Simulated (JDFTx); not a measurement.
**Single-point calculation at one volume of an equation of state, with input and output: TaN**

TaN (Fm-3m, 2 atoms in the cell), computed with Kohn-Sham DFT of a periodic cell, RPBE, PseudoDojo-SR-PBE-0.5-standard, no spin polarisation (JDFTx 1.7.0 (patched build)).

The structure derives from a Materials Project entry. It belongs to a series of runs on one base structure; here: volume scaled by 1.04.

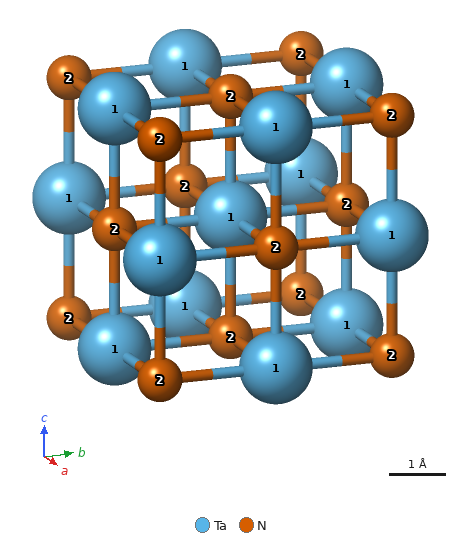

The input geometry (ball-and-stick view of the cell 4 times as large as that of the calculation, set on its symmetry axes, seen slightly off an axis; atoms are numbered from 1 in the order of the input). Near neighbours in the crystal (not all of them lie inside the picture): Ta has 6 N at 2.24 Å; N has 6 Ta at 2.24 Å.

The input
```
include TaN.lattice
coords-type Lattice
include TaN.ionpos

ion-species pseudo/Ta.upf
ion-species pseudo/N.upf
elec-cutoff 42 336
elec-ex-corr gga-x-rpbe gga-c-pbe
kpoint-folding 10 10 10
elec-smearing Fermi 0.0018374661
elec-n-bands 15
electronic-SCF nIterations 100 energyDiffThreshold 1e-09
electronic-minimize nIterations 30 energyDiffThreshold 1e-7
forces-output-coords Cartesian

dump-name run.$VAR
dump End Ecomponents EigStats BandEigs Kpoints Forces Stress ElecDensity Dtot KEdensity
```

File TaN.lattice
```
lattice \
    0.0000000000     4.2337852918     4.2337852918 \
    4.2337852918     0.0000000000     4.2337852918 \
    4.2337852918     4.2337852918     0.0000000000
```

File TaN.ionpos
```
ion Ta     0.5000000000     0.5000000000     0.5000000000 1
ion N      0.0000000000     0.0000000000     0.0000000000 1
```

Run on 1 thread of Arm Neoverse N1, 24 GiB of memory available, shared host.

Launch command:
```bash
jdftx -c 1 -i TaN.in -o TaN.out
```

Output
```
*************** JDFTx 1.7.0 (patched build) ***************

Input parsed successfully to the following command list (including defaults):
[... the input with its defaults ...]

---------- Setting up symmetries ----------

Found 48 point-group symmetries of the bravais lattice
Found 48 space-group symmetries with basis
Applied RMS atom displacement 0 bohrs to make symmetries exact.

---------- Initializing the Grid ----------
R =
[            0      4.23379      4.23379  ]
[      4.23379            0      4.23379  ]
[      4.23379      4.23379            0  ]
unit cell volume = 151.781
G =
[  -0.742029   0.742029   0.742029  ]
[   0.742029  -0.742029   0.742029  ]
[   0.742029   0.742029  -0.742029  ]
Minimum fftbox size, Smin = [  52  52  52  ]
Chosen fftbox size, S = [  54  54  54  ]

---------- Initializing tighter grid for wavefunction operations ----------
R =
[            0      4.23379      4.23379  ]
[      4.23379            0      4.23379  ]
[      4.23379      4.23379            0  ]
unit cell volume = 151.781
G =
[  -0.742029   0.742029   0.742029  ]
[   0.742029  -0.742029   0.742029  ]
[   0.742029   0.742029  -0.742029  ]
Minimum fftbox size, Smin = [  36  36  36  ]
Chosen fftbox size, S = [  36  36  36  ]

---------- Exchange Correlation functional ----------
Initialized LibXC exchange functional 'Hammer, Hansen, and Norskov'
Initialized LibXC correlation functional 'Perdew, Burke & Ernzerhof'

---------- Setting up pseudopotentials ----------
Width of ionic core gaussian charges (only for fluid interactions / plotting) set to 0

Reading pseudopotential file 'pseudo/Ta.upf':
  'Ta' pseudopotential, 'PBE' functional
  Generated using ONCVPSP code by D. R. Hamann
  13 valence electrons, 4 orbitals, 8 projectors, 1001 radial grid points, with lMax = 3
    5S    l: 0   occupation:  2.0   eigenvalue: -2.682802
    5P    l: 1   occupation:  6.0   eigenvalue: -1.447891
    5D    l: 2   occupation:  3.0   eigenvalue: -0.131962
    6S    l: 0   occupation:  2.0   eigenvalue: -0.200010
  Core radius for overlap checks: 2.22 bohrs.

Reading pseudopotential file 'pseudo/N.upf':
  'N' pseudopotential, 'PBE' functional
  Generated using ONCVPSP code by D. R. Hamann
  5 valence electrons, 2 orbitals, 4 projectors, 1001 radial grid points, with lMax = 1
    2S    l: 0   occupation:  2.0   eigenvalue: -0.682907
    2P    l: 1   occupation:  3.0   eigenvalue: -0.260548
  Core radius for overlap checks: 1.31 bohrs.

Initialized 2 species with 2 total atoms.

Folded 1 k-points by 10x10x10 to 1000 k-points.

---------- Setting up k-points, bands, fillings ----------
Reduced to 47 k-points under symmetry.
Computing the number of bands and number of electrons
Calculating initial fillings.
nElectrons:  18.000000   nBands: 15   nStates: 47

----- Setting up reduced wavefunction bases (one per k-point) -----
average nbasis = 1973.243 , ideal nbasis = 1973.260

---------- Setting up ewald sum ----------
Optimum gaussian width for ewald sums = 1.922912 bohr.
Real space sum over 1331 unit cells with max indices [  5  5  5  ]
Reciprocal space sum over 2197 terms with max indices [  6  6  6  ]

---------- Allocating electronic variables ----------
Initializing wave functions:  linear combination of atomic orbitals
Note: number of bands (15) exceeds available atomic orbitals (14)
Ta pseudo-atom occupations:   s ( 2 2 )  p ( 6 )  d ( 3 )
N pseudo-atom occupations:   s ( 2 )  p ( 3 )
	FillingsUpdate:  mu: +0.760838035  nElectrons: 18.000000
LCAOMinimize: Iter:   0  F: -68.8592199987307083  |grad|_K:  9.104e-03  alpha:  1.000e+00
	FillingsUpdate:  mu: +0.772812469  nElectrons: 18.000000
LCAOMinimize: Iter:   1  F: -68.9953350694156740  |grad|_K:  3.818e-03  alpha:  2.063e-01  linmin: -4.564e-01  cgtest:  9.129e-01
LCAOMinimize: Encountered beta<0, resetting CG.
[... 15 lines of inner loops ...]
	FillingsUpdate:  mu: +0.774674944  nElectrons: 18.000000
LCAOMinimize: Iter:   7  F: -69.0200578074316411  |grad|_K:  1.220e-08  alpha:  9.357e-01  linmin: -1.087e-03  cgtest:  1.537e-02
LCAOMinimize: Encountered beta<0, resetting CG.
LCAOMinimize: Converged (|Delta F|<1.000000e-06 for 2 iters).

-------- Electronic minimization -----------
Will mix electronic density at each iteration.
	FillingsUpdate:  mu: +0.774674944  nElectrons: 18.000000
	FillingsUpdate:  mu: +0.760413930  nElectrons: 18.000000
SCF: Cycle:  0   F: -69.077053486198352   dF: -5.700e-02   |Residual|: 9.224e-02   |deigs|: 6.529e-02
	FillingsUpdate:  mu: +0.754023023  nElectrons: 18.000000
SCF: Cycle:  1   F: -69.080547915206679   dF: -3.494e-03   |Residual|: 3.163e-02   |deigs|: 1.062e-02
	FillingsUpdate:  mu: +0.751094512  nElectrons: 18.000000
SCF: Cycle:  2   F: -69.081186539116814   dF: -6.386e-04   |Residual|: 1.577e-02   |deigs|: 6.194e-03
	FillingsUpdate:  mu: +0.749395731  nElectrons: 18.000000
SCF: Cycle:  3   F: -69.081260549750652   dF: -7.401e-05   |Residual|: 3.335e-03   |deigs|: 2.487e-03
	FillingsUpdate:  mu: +0.749774153  nElectrons: 18.000000
SCF: Cycle:  4   F: -69.081262195510192   dF: -1.646e-06   |Residual|: 1.142e-03   |deigs|: 6.787e-04
	FillingsUpdate:  mu: +0.749588889  nElectrons: 18.000000
SCF: Cycle:  5   F: -69.081262839245738   dF: -6.437e-07   |Residual|: 2.984e-04   |deigs|: 2.952e-04
	FillingsUpdate:  mu: +0.749609827  nElectrons: 18.000000
SCF: Cycle:  6   F: -69.081262878254179   dF: -3.901e-08   |Residual|: 9.659e-05   |deigs|: 2.414e-05
	FillingsUpdate:  mu: +0.749620822  nElectrons: 18.000000
SCF: Cycle:  7   F: -69.081262882839411   dF: -4.585e-09   |Residual|: 1.808e-05   |deigs|: 1.763e-05
	FillingsUpdate:  mu: +0.749623688  nElectrons: 18.000000
SCF: Cycle:  8   F: -69.081262883632292   dF: -7.929e-10   |Residual|: 8.324e-06   |deigs|: 5.234e-06
	FillingsUpdate:  mu: +0.749623064  nElectrons: 18.000000
SCF: Cycle:  9   F: -69.081262883949421   dF: -3.171e-10   |Residual|: 2.233e-06   |deigs|: 3.678e-06
SCF: Converged (|Delta E|<1.000000e-09 for 2 iters).

Setting wave functions to eigenvectors of Hamiltonian

# Stress tensor in Cartesian coordinates [Eh/a0^3]:
[  0.000323239            0            0  ]
[            0  0.000323239            0  ]
[            0            0  0.000323239  ]

# Ionic positions in lattice coordinates:
ion Ta   0.500000000000000   0.500000000000000   0.500000000000000 1
ion N   0.000000000000000   0.000000000000000   0.000000000000000 1

# Forces in Cartesian coordinates:
force Ta   0.000000000000000  -0.000000000000000  -0.000000000000000 1
force N   0.000000000000000   0.000000000000000  -0.000000000000000 1

# Energy components:
   Eewald =      -60.8869159830407867
       EH =        7.9064029885589351
     Eloc =      -32.5489737560591692
      Enl =        3.6630482825866340
      Exc =      -17.9146969412554000
 Exc_core =        6.4872075056937106
       KE =       24.2128778203277051
-------------------------------------
     Etot =      -69.0810500831883729
       TS =        0.0002128007610452
-------------------------------------
        F =      -69.0812628839494209

IonicMinimize: Iter:   0  F: -69.081262883949421  |grad|_K:        nan
IonicMinimize: None of the convergence criteria satisfied after 0 iterations.

#--- Lowdin population analysis ---
# oxidation-state Ta +0.815
# oxidation-state N -0.743

Dumping 'run.eigStats' ...
	eMin: -1.815226 at state 0 ( [ +0.000000 +0.000000 +0.000000 ] spin 0 )
	HOMO: +0.745797 at state 21 ( [ +0.000000 +0.200000 -0.200000 ] spin 0 )
	mu  : +0.749623
	LUMO: +0.750866 at state 38 ( [ +0.100000 +0.300000 -0.300000 ] spin 0 )
	eMax: +1.224189 at state 16 ( [ +0.000000 +0.200000 +0.300000 ] spin 0 )
	HOMO-LUMO gap: +0.005069
	Optical gap  : +0.012480 at state 12 ( [ +0.000000 +0.100000 -0.300000 ] spin 0 )
Done!
```

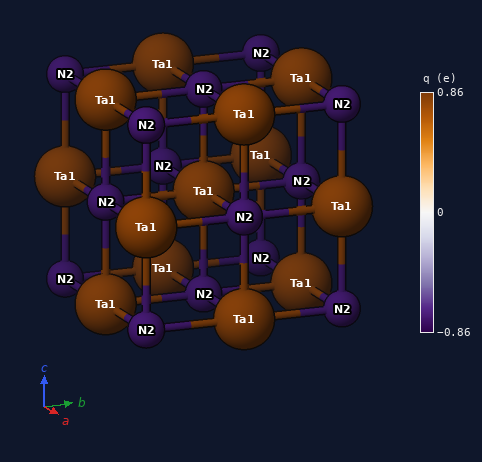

Löwdin charges, as the colour of each atom (ball-and-stick view of the cell 4 times as large as that of the calculation, set on its symmetry axes, seen slightly off an axis; atoms are numbered from 1 in the order of the input). By element: Ta +0.81 and N −0.74 e.

Key numbers

```tsv
quantity	value
outcome	converged
space group (tolerance 0.01 Å)	Fm-3m (225)
electrons treated	18
free energy	−1879.7969 eV
Fermi energy	20.398 eV
gap on the k-point mesh	none (metallic)
pressure	−9.51 GPa
largest force (length of the vector)	under 0.001 eV/Å
wall time	1.9 min
peak memory	0.13 GiB
```

Remarks

Spin–orbit coupling is left out, which matters for Ta. The cell is under a tension of 9.5 GPa at this level, so it is not at its equilibrium volume.
